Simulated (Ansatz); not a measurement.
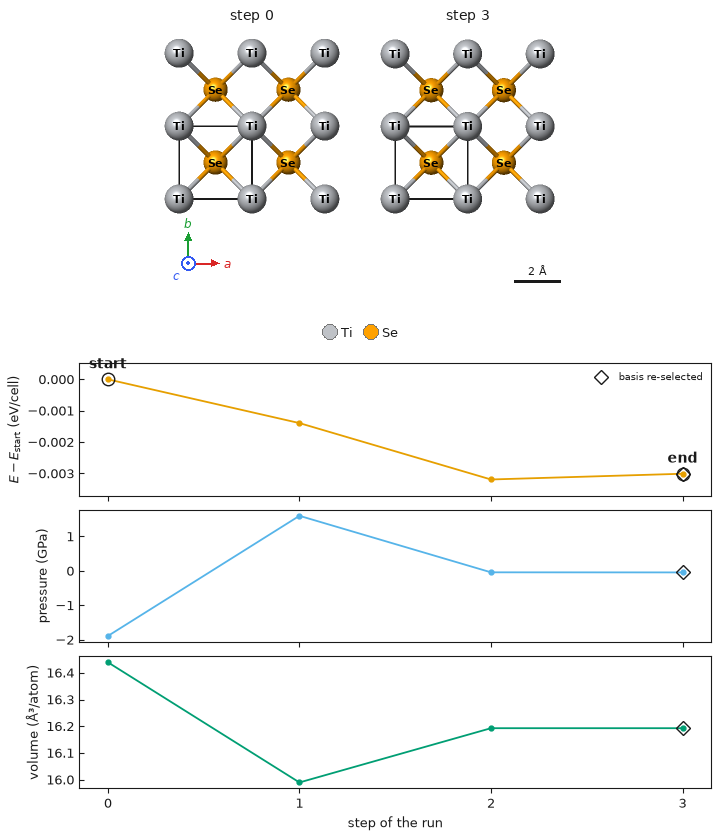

First and last geometry of a relaxation of crystalline TiSe (a generated structure, set up in Pm-3m), with the history of the run. A ball-and-stick model of the cell of the calculation, repeated 2 × 2 × 1 with one cell outlined, seen along the c axis.

The run lets cell and atoms move.

Computed with Kohn-Sham DFT of a periodic cell, r2SCAN with D4, Ansatz PAW (Ansatz).

Input file:
```yaml
crystal:
  lattice:
    - [3.20359, 0.0, 0.0]
    - [0.0, 3.20359, 0.0]
    - [0.0, 0.0, 3.20359]
  atoms:
    - { symbol: Ti, position: [0.0, 0.0, 0.0] }
    - { symbol: Se, position: [0.5, 0.5, 0.5] }
hamiltonian:
  xc: r2scan
  pseudopotentials: { kind: paw }
  dispersion: d4
kpoints:
  mp_grid: { grid: [8, 8, 8] }
scf:
  occupations: { method: fermi_dirac, width: 0.05 }
output:
  forces: true
  stress: true
  eigenvalues: true
relax:
  f_tol: 0.01
  max_steps: 40
  cell: { stress_tol: 0.05 }
```

Command:
```bash
ansatz run input.yaml --threads 2 --pin off --max-ram 5632MiB --backend cpu --events-out ev --progress --plain --runs-dir out
```

### Did the run converge, and what did it change?

It converged. Over 2 accepted moves (3 points after the start) the energy falls by 3.0 meV per cell of the calculation. All forces vanish by symmetry, so only the cell relaxes. The pressure goes from −1.89 to −0.04 GPa. At 1 point the geometry stayed and the basis and grid were re-selected for the new cell (energy shift of 0.2 meV per cell of the calculation at most each time). The atoms keep their places relative to the cell (all moves are under 0.005 Å). The drawn cell changes as follows: a = b = c 3.204 → 3.187 Å (−0.5 %); the volume changes by −1.5 %. Among the contacts that change: Ti–Ti 3.204 → 3.187 Å, Se–Ti 2.774 → 2.760 Å. The space group stays Pm-3m (No. 221).
